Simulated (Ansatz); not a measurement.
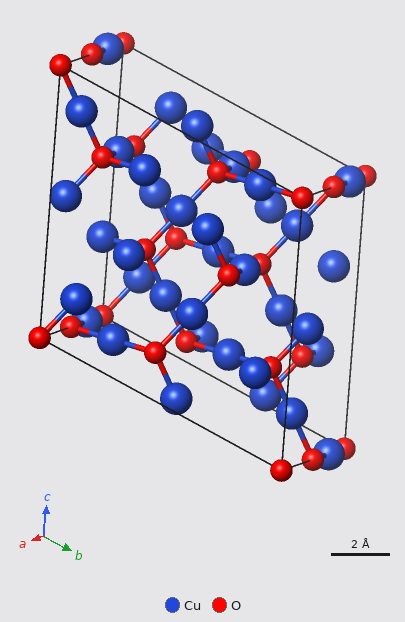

*The input geometry (ball-and-stick view of the cell of the calculation, seen slightly off an axis).*

## Single-point calculation, with input and output: Cu₂O

System: Cu₂O (Pn-3m, 42 atoms in the cell).
Method: DFT, PBE, plane waves, PAW, no spin polarisation (Ansatz 0.2.0).

The structure derives from a Materials Project entry. It belongs to a series of runs on one base structure; here: the perfect crystal in a cell of 42 atoms.

What the program printed
```
Engine: ansatz 0.2.0, x86_64-unknown-linux-gnu
Pseudopotentials: kind: paw
Pseudopotential: Cu, paw, valence charge 19, recommended cutoff 420 eV (normal), Cu.paw.azcp
Pseudopotential: O, paw, valence charge 6, recommended cutoff 420 eV (normal), O.paw.azcp
Functional definition: PBE
  parameter kappa = 0.804
  parameter beta = 0.06672455060314922
  exchange = pbe_x(kappa = kappa, mu = beta*pi^2/3)
  correlation = pbe_c(beta = beta)
Crystal: 42 atoms, lattice volume = 555.860 Å³
Basis set: ecut = 420 eV, 10839 PW (Γ), exchange–correlation on 100×144×144 points (8 copies of the dense FFT grid, shifted against one another)
Bands: 370, of which v1, the nominal top of the filled ones, is band 308 counted from 1 (307 counted from 0)
Symmetry: 42 space group operations
Space group: Pn-3m (ITA 224), of the structure as read, at distance tolerance 8.2e-5 Å
k-points: 1
Non-local potential: Cu, projectors of the file, l = 0: 3, l = 1: 2, l = 2: 3, l = 3: 1
Non-local potential: O, projectors of the file, l = 0: 2, l = 1: 2, l = 2: 1
PAW form: soft (Blöchl's): semilocal exchange-correlation on the pseudo side does not see the compensation charge
PAW one-centre angular grid: Cu, 590 points (default); XC on 64 Gauss nodes
PAW one-centre angular grid: O, 110 points (default); XC on 64 Gauss nodes
Initial density: superposition of atomic densities (neutral atoms: chi_scale 0, normalization atom), corrected by the library's trained network
Initial wavefunctions: pseudopotential atomic-orbital guess
Functional: x = pbe(κ = 0.804, μ = 0.2195149727645171), c = pbe(β = 0.06672455060314922)
SCF iter   1: F=—  HF=-193429.155398 eV  |F-HF|=—  |Δ(HF+E_count)|=         —  Δρ=6.51e-3  dr2=1.80e-1  ethr=1.77e-3  ⟨swp⟩=6.0  Hψ=1363  notcnv=0
preconditioner: auto → Resta (q_TF=auto, 2.775 Å⁻¹)  ε∞=11.0  [insulator: Δε(μ)=0.478 eV  Ē_g=9.838 eV  σ=0.020 eV  W_gap=1.00  n_scr=194 (ndim 8)  ℏωp=31.2 eV  f_vac=0.023  D(μ)=0.00/eV (n_scr^D=0)  ε∞_Penn≈11.0]
SCF iter   2: F=—  HF=-193429.150109 eV  |F-HF|=—  |Δ(HF+E_count)|=   5.29e-3  Δρ=5.89e-3  dr2=1.22e-1  ethr=2.92e-5  ⟨swp⟩=2.0  Hψ=652  notcnv=0  defer=53
SCF iter   3: F=—  HF=-193429.132527 eV  |F-HF|=—  |Δ(HF+E_count)|=   1.76e-2  Δρ=2.92e-3  dr2=3.26e-2  ethr=1.99e-5  ⟨swp⟩=2.0  Hψ=585  notcnv=0  defer=40
automatic band count: iteration 3 solves 357 bands in place of 370: the levels show a gap, and the empty bands left out lie too high to hold charge; the band table lists the bands solved (type scf.n_extra_bands for more)
SCF iter   4: F=—  HF=-193429.129575 eV  |F-HF|=—  |Δ(HF+E_count)|=   2.95e-3  Δρ=1.07e-3  dr2=5.46e-3  ethr=5.29e-6  ⟨swp⟩=2.0  Hψ=345  notcnv=0  defer=40
SCF iter   5: F=—  HF=-193429.129344 eV  |F-HF|=—  |Δ(HF+E_count)|=   2.31e-4  Δρ=7.01e-4  dr2=1.66e-3  ethr=8.86e-7  ⟨swp⟩=2.0  Hψ=460  notcnv=0  defer=40
SCF iter   6: F=—  HF=-193429.129091 eV  |F-HF|=—  |Δ(HF+E_count)|=   2.53e-4  Δρ=3.17e-4  dr2=5.01e-4  ethr=2.70e-7  ⟨swp⟩=2.0  Hψ=499  notcnv=0  defer=40
SCF iter   7: F=—  HF=-193429.129030 eV  |F-HF|=—  |Δ(HF+E_count)|=   6.13e-5  Δρ=6.67e-5  dr2=1.57e-5  ethr=8.14e-8  ⟨swp⟩=2.0  Hψ=499  notcnv=0  defer=40
SCF iter   8: F=—  HF=-193429.129799 eV  |F-HF|=—  |Δ(HF+E_count)|=   7.69e-4  Δρ=6.95e-5  dr2=1.67e-5  ethr=2.55e-9  ⟨swp⟩=2.0  Hψ=499  notcnv=0  defer=40
SCF iter   9: F=—  HF=-193429.129798 eV  |F-HF|=—  |Δ(HF+E_count)|=   5.00e-7  Δρ=8.55e-6  dr2=4.41e-7  ethr=2.55e-9  ⟨swp⟩=2.0  Hψ=450  notcnv=0  defer=40
SCF iter  10: F=—  HF=-193429.129798 eV  |F-HF|=—  |Δ(HF+E_count)|=   8.03e-8  Δρ=6.17e-6  dr2=1.87e-7  ethr=1.62e-11  ⟨swp⟩=8.0  Hψ=1344  notcnv=0
SCF iter  11: F=-193429.129798 eV  HF=-193429.129798 eV  |F-HF|=1.65e-8  |Δ(HF+E_count)|=   3.23e-9  Δρ=2.51e-6  dr2=2.50e-8  ethr=1.62e-11  ⟨swp⟩=3.0  Hψ=956  notcnv=0
SCF 1 converged in 11 iterations: F = -193429.129798 eV  dr2 = 2.50e-8
  greatest PAW one-centre occupation: 1.000 electrons in one spin orbital (limit 2), on the Cu atom at site 6 (counted from 0), in its partial waves of l = 0
```

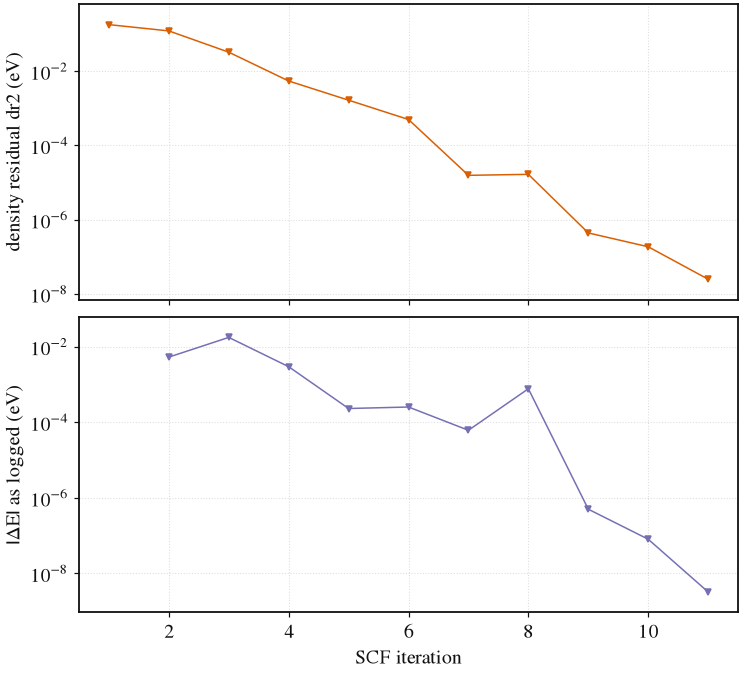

*Convergence of the self-consistent field: density residual dr2 and size of the energy change against the SCF iteration.*

The residual falls almost steadily, with no more than small rises.

```
SCF converged after 11 iterations
Free energy (F): -193429.129798 eV
Harris-Foulkes:  -193429.129798 eV  (|F-HF|=1.65e-8)
Internal energy: -193429.129798 eV  (E = F + TS)
E sigma→0 (E₀):  -193429.129798 eV
Fermi energy:    10.833125 eV
--- Per-component energies (eV) ---
  E_band       = -13002.087025
  E_kinetic    = 10809.532575
  E_local      = -139526.156736  (includes V_loc(G=0)·N_el)
  E_nonlocal   = 11751.424411
  E_hartree    = 60898.565507
  E_xc         = -3484.950845
  E_vxc        = -4479.218689  (∫ρ·V_xc dr)
  E_paw        = -48888.354653  (= ΣΔE_a)
  E_vpaw       = -13354.828353  (= ΣTr[D̂ρ^β])
  E_aug_tail   = 0.038808  (compensation charges beyond the density's cutoff)
  E_ewald      = -84989.228866
  E_smearing   = -0.000000  (= −TS)
  E_closure    = 0.000000  (closes the sum)
  Σ components = -193429.129798   (vs F -193429.129798, Δ=0.00e0)
--- Forces (eV/Å), atoms counted from 1 ---
  atom   1  Cu    -0.00000000     0.00000000    -0.00000000
  atom   2  Cu    -0.00000000     0.00000000     0.00000000
  atom   3  Cu    -0.00000000     0.00000000     0.00000000
  atom   4  Cu    -0.00000000     0.00000000     0.00000000
  atom   5  Cu     0.00000000    -0.00000000    -0.00000000
  atom   6  Cu    -0.00000000     0.00000000    -0.00000000
  atom   7  Cu     0.00000000    -0.00000000    -0.00000000
  atom   8  Cu    -0.00000000     0.00000000    -0.00000000
  atom   9  Cu     0.00000000     0.00000000     0.00000000
  atom  10  Cu     0.00000000     0.00000000    -0.00000000
  atom  11  Cu    -0.00000000     0.00000000    -0.00000000
  atom  12  Cu    -0.00000000     0.00000000    -0.00000000
  atom  13  Cu    -0.00000000     0.00000000    -0.00000000
  atom  14  Cu     0.00000000     0.00000000    -0.00000000
  atom  15  Cu     0.00000000    -0.00000000    -0.00000000
  atom  16  Cu     0.00000000     0.00000000    -0.00000000
  atom  17  Cu     0.00000000     0.00000000    -0.00000000
  atom  18  Cu     0.00000000     0.00000000     0.00000000
  atom  19  Cu     0.00000000     0.00000000     0.00000000
  atom  20  Cu     0.00000000    -0.00000000     0.00000000
  atom  21  Cu     0.00000000     0.00000000     0.00000000
  atom  22  Cu     0.00000000    -0.00000000    -0.00000000
  atom  23  Cu     0.00000000     0.00000000     0.00000000
  atom  24  Cu     0.00000000     0.00000000    -0.00000000
  atom  25  Cu     0.00000000     0.00000000     0.00000000
  atom  26  Cu    -0.00000000     0.00000000    -0.00000000
  atom  27  Cu     0.00000000     0.00000000     0.00000000
  atom  28  Cu    -0.00000000     0.00000000    -0.00000000
  atom  29  O      0.00234135     0.00234135    -0.00234135
  atom  30  O      0.00234135     0.00234135    -0.00234135
  atom  31  O      0.00234135     0.00234135    -0.00234135
  atom  32  O      0.00234135     0.00234135    -0.00234135
  atom  33  O      0.00234135     0.00234135    -0.00234135
  atom  34  O      0.00234135     0.00234135    -0.00234135
  atom  35  O      0.00234135     0.00234135    -0.00234135
  atom  36  O     -0.00234135    -0.00234135     0.00234135
  atom  37  O     -0.00234135    -0.00234135     0.00234135
  atom  38  O     -0.00234135    -0.00234135     0.00234135
  atom  39  O     -0.00234135    -0.00234135     0.00234135
  atom  40  O     -0.00234135    -0.00234135     0.00234135
  atom  41  O     -0.00234135    -0.00234135     0.00234135
  atom  42  O     -0.00234135    -0.00234135     0.00234135
  max |Σ_I F_I| component: 3.90e-18 eV/Å
--- Stress (GPa, compression-positive) ---
        1.378195       0.881584      -0.881584
        0.881584       1.378195      -0.881584
       -0.881584      -0.881584       1.378195
  P = ⅓ Tr σ = 1.3782 GPa (13.782 kbar)
--- Band table (eV) ---
  k-point 0: bands = ["-101.4204", "-101.4200", "-101.4200", "-101.4200", "-101.4200", "-101.4200", "-101.4200", "-101.4198", "-101.4198", "-101.4198", ... 147 levels left out ..., "4.9874", "4.9874", "5.1950", "5.1950", "5.1950", "5.1950", "5.1950", "5.1950", "5.8149", "5.9246", "5.9246", "5.9420", "7.2867", "7.2867", "7.2867", "7.2867", "7.2867", "7.2867", "7.6548", "7.6548", "7.6548", "7.6548", "7.6548", "7.6548", "7.6702", "7.6702", "7.7950", "7.7950", "7.7986",
      "7.8638", "7.8638", "7.8638", "7.8638", "7.8638", "7.8638", "8.1442", "8.1442", "8.1442", "8.1442", "8.1442", "8.1442", "8.2695", "8.2695", "8.2695", "8.2695", "8.2695", "8.2695", "8.3250", "8.3250", "8.3250", "8.3250", "8.3250", "8.3250", "8.3798", "8.3798", "8.3798", "8.3798", "8.3798", "8.3798", "8.4190", "8.4190", "8.4190", "8.4190", "8.4190", "8.4190", "8.4576", "8.4576", "8.4576", "8.4576",
      "8.4576", "8.4576", "8.6069", "8.6069", "8.6069", "8.6069", "8.6069", "8.6069", "8.6409", "8.6409", "8.7390", "8.7395", "8.7395", "8.7395", "8.7395", "8.7395", "8.7395", "8.7549", "8.7549", "8.7830", "8.7830", "8.7830", "8.7830", "8.7830", "8.7830", "8.8374", "8.8374", "8.8374", "8.8374", "8.8374", "8.8374", "8.8733", "8.8790", "8.8790", "8.8790", "8.8790", "8.8790", "8.8790", "8.9079", "8.9079",
      "8.9985", "8.9985", "8.9985", "8.9985", "8.9985", "8.9985", "9.0511", "9.0814", "9.0814", "9.1724", "9.1724", "9.1724", "9.1724", "9.1724", "9.1724", "9.3224", "9.3224", "9.3224", "9.3224", "9.3224", "9.3224", "9.4536", "9.4536", "9.4536", "9.4536", "9.4536", "9.4536", "9.9791", "9.9791", "9.9791", "9.9791", "9.9791", "9.9791", "10.0528", "10.0528", "10.0528", "10.0528", "10.0528", "10.0528", "10.5818",
      "10.5818", "10.5997", "11.0665", "11.8385", "11.8385", "12.5886", "12.5886", "12.5886", "12.5886", "12.5886", "12.5886", "13.1999", "13.1999", "13.1999", "13.1999", "13.1999", "13.1999", "14.0150", "14.0150", "14.0150", "14.0150", "14.0150", "14.0150", "14.7369", "14.7369", "14.7369", "14.7369", "14.7369", "14.7369", "16.0190", "16.0190", "16.0190", "16.0190", "16.0190", "16.0190", "16.4698", "16.4698", "16.4698", "16.4698", "16.4698",
      "16.4698", "18.3178", "18.3178", "18.3339", "19.3140", "19.3140", "19.3140", "19.3140", "19.3140", "19.3140", "19.7191"]
```

This output came from the following input.

The input
```yaml
crystal:
  lattice:
    - [4.2982238188, 4.2982238188, -4.2982238188]
    - [0.0, 4.2982238188, 8.5964476376]
    - [4.2982238188, -8.5964476376, 0.0]
  atoms:
    - { symbol: Cu, position: [0.1071428571, 0.4285714286, 0.1428571429] }
    - { symbol: Cu, position: [0.3928571429, 0.5714285714, 0.8571428571] }
    - { symbol: Cu, position: [0.25, 1.0, 0.0] }
    - { symbol: Cu, position: [0.6785714286, 0.7142857143, 0.5714285714] }
    - { symbol: Cu, position: [0.5357142857, 0.1428571429, 0.7142857143] }
    - { symbol: Cu, position: [0.9642857143, 0.8571428571, 0.2857142857] }
    - { symbol: Cu, position: [0.8214285714, 0.2857142857, 0.4285714286] }
    - { symbol: Cu, position: [0.4642857143, 0.3571428571, 0.2857142857] }
    - { symbol: Cu, position: [0.75, 0.5, 0.0] }
    - { symbol: Cu, position: [0.6071428571, 0.9285714286, 0.1428571429] }
    - { symbol: Cu, position: [0.0357142857, 0.6428571429, 0.7142857143] }
    - { symbol: Cu, position: [0.8928571429, 0.0714285714, 0.8571428571] }
    - { symbol: Cu, position: [0.3214285714, 0.7857142857, 0.4285714286] }
    - { symbol: Cu, position: [0.1785714286, 0.2142857143, 0.5714285714] }
    - { symbol: Cu, position: [0.3214285714, 0.2857142857, 0.9285714286] }
    - { symbol: Cu, position: [0.6071428571, 0.4285714286, 0.6428571429] }
    - { symbol: Cu, position: [0.4642857143, 0.8571428571, 0.7857142857] }
    - { symbol: Cu, position: [0.8928571429, 0.5714285714, 0.3571428571] }
    - { symbol: Cu, position: [0.75, 1.0, 0.5] }
    - { symbol: Cu, position: [0.1785714286, 0.7142857143, 0.0714285714] }
    - { symbol: Cu, position: [0.0357142857, 0.1428571429, 0.2142857143] }
    - { symbol: Cu, position: [0.5357142857, 0.6428571429, 0.2142857143] }
    - { symbol: Cu, position: [0.8214285714, 0.7857142857, 0.9285714286] }
    - { symbol: Cu, position: [0.6785714286, 0.2142857143, 0.0714285714] }
    - { symbol: Cu, position: [0.1071428571, 0.9285714286, 0.6428571429] }
    - { symbol: Cu, position: [0.9642857143, 0.3571428571, 0.7857142857] }
    - { symbol: Cu, position: [0.3928571429, 0.0714285714, 0.3571428571] }
    - { symbol: Cu, position: [0.25, 0.5, 0.5] }
    - { symbol: O, position: [0.3571428571, 0.4285714286, 0.1428571429] }
    - { symbol: O, position: [0.6428571429, 0.5714285714, 0.8571428571] }
    - { symbol: O, position: [0.5, 1.0, 1.0] }
    - { symbol: O, position: [0.9285714286, 0.7142857143, 0.5714285714] }
    - { symbol: O, position: [0.7857142857, 0.1428571429, 0.7142857143] }
    - { symbol: O, position: [0.2142857143, 0.8571428571, 0.2857142857] }
    - { symbol: O, position: [0.0714285714, 0.2857142857, 0.4285714286] }
    - { symbol: O, position: [0.7142857143, 0.8571428571, 0.2857142857] }
    - { symbol: O, position: [0.0, 0.0, 0.0] }
    - { symbol: O, position: [0.8571428571, 0.4285714286, 0.1428571429] }
    - { symbol: O, position: [0.2857142857, 0.1428571429, 0.7142857143] }
    - { symbol: O, position: [0.1428571429, 0.5714285714, 0.8571428571] }
    - { symbol: O, position: [0.5714285714, 0.2857142857, 0.4285714286] }
    - { symbol: O, position: [0.4285714286, 0.7142857143, 0.5714285714] }
basis:
  ecutwfc: 420
  xc_grid: 2
kpoints:
  mp_grid: { grid: [1, 1, 1], shift: [0.0, 0.0, 0.0] }
hamiltonian:
  xc: pbe
scf:
  occupations: { method: gaussian, width: 0.02 }
output:
  forces: true
  stress: true
  eigenvalues: true
```

Launch command:
```bash
ansatz run input.yaml --threads 4 --pin off --max-ram 8192MiB --backend cpu --events-out ev --progress --plain --runs-dir out
```

Key numbers

| quantity | value |
| --- | --- |
| outcome | converged |
| space group (tolerance 0.01 Å) | Pn-3m (224) |
| electrons treated | 616 |
| free energy | −193429.1298 eV |
| Fermi energy | 10.833 eV |
| gap on the k-point mesh | 0.47 eV |
| pressure | 1.38 GPa |
| largest force (length of the vector) | 0.004 eV/Å |
| hardware | 4 threads of Intel Xeon @ 2.70GHz, 189 GiB of memory available, shared host |
| wall time | 8.6 s (CPU time 28 s) |
| peak memory | 0.97 GiB |

Remarks

Settings chosen away from the usual ones: the perfect crystal in a cell of 42 atoms. These settings are looser than, or depart from, a standard set-up, so the numbers are not reference values for this system. The k-point mesh is coarse (a preliminary or cheap run), so energies and forces are approximate.
